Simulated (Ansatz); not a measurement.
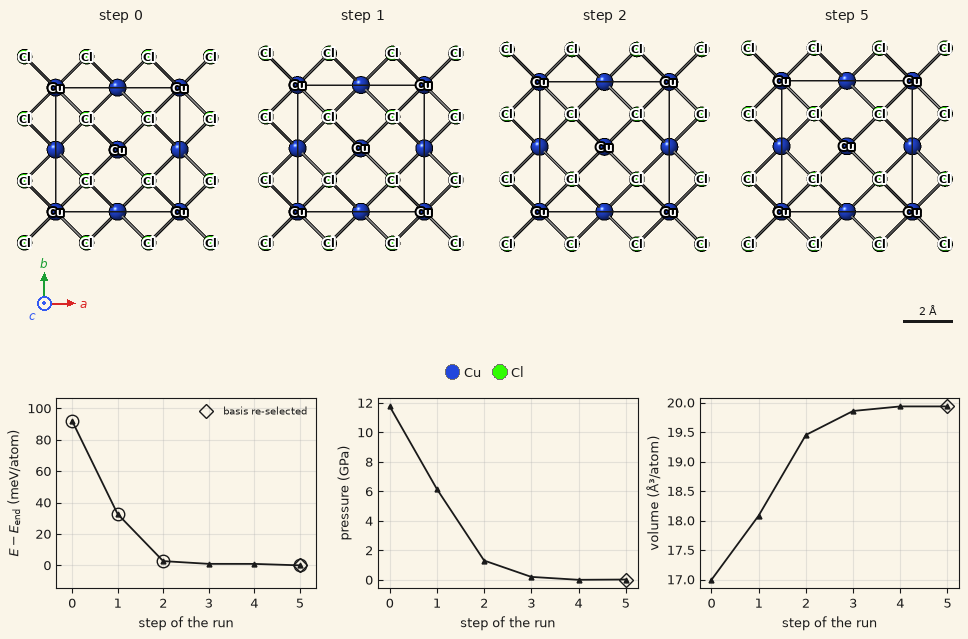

Frames of a relaxation of a crystal of CuCl (built on the zincblende type), marked on the history of the run. The picture is a ball-and-stick view of the conventional cell (4 times the calculation's cell), seen along the c axis. Lengths and directions refer to the drawn axes.

All numbers below come from DFT, PBE, plane waves, PAW in Ansatz. Settings: plane-wave cutoff 420 eV; k-point mesh 8 × 8 × 8; occupations fermi dirac; smearing width 0.02 eV; no spin polarisation; cell and atoms relaxed; force threshold 0.005 eV/Å.

What happens along the run?

The energy falls by 92.1 meV per atom in 4 accepted moves (5 points after the start). All forces vanish by symmetry, so only the cell relaxes. Pressure: 11.76 GPa at the start and 0.03 GPa at the end. The SCF was repeated once at an unchanged geometry on a basis and grid sized afresh for the cell, which shifted the energy by 0.9 meV per atom at most. The atoms keep their places relative to the cell (all moves are under 0.005 Å). The volume changes by +17.3 %, with a = b = c 5.142 → 5.423 Å (+5.5 %). Among the contacts that change: Cl–Cu 2.227 → 2.348 Å. The space group stays F-43m (No. 216). From step 0 to 1: volume +6.4 %, energy −59.4 meV per atom. From step 1 to 2: volume +7.6 %, energy −30.0 meV per atom. From step 2 to 5: volume +2.5 %, energy −2.7 meV per atom.

| step | E − E(0), meV/atom | pressure, GPa | volume, Å³/atom | note |
| --- | --- | --- | --- | --- |
| 0 | 0.00 | 11.76 | 16.996 |  |
| 1 | -59.37 | 6.16 | 18.084 |  |
| 2 | -89.35 | 1.31 | 19.452 |  |
| 3 | -91.10 | 0.21 | 19.859 |  |
| 4 | -91.13 | 0.01 | 19.936 |  |
| 5 | -92.05 | 0.03 | 19.936 | same geometry, new basis |
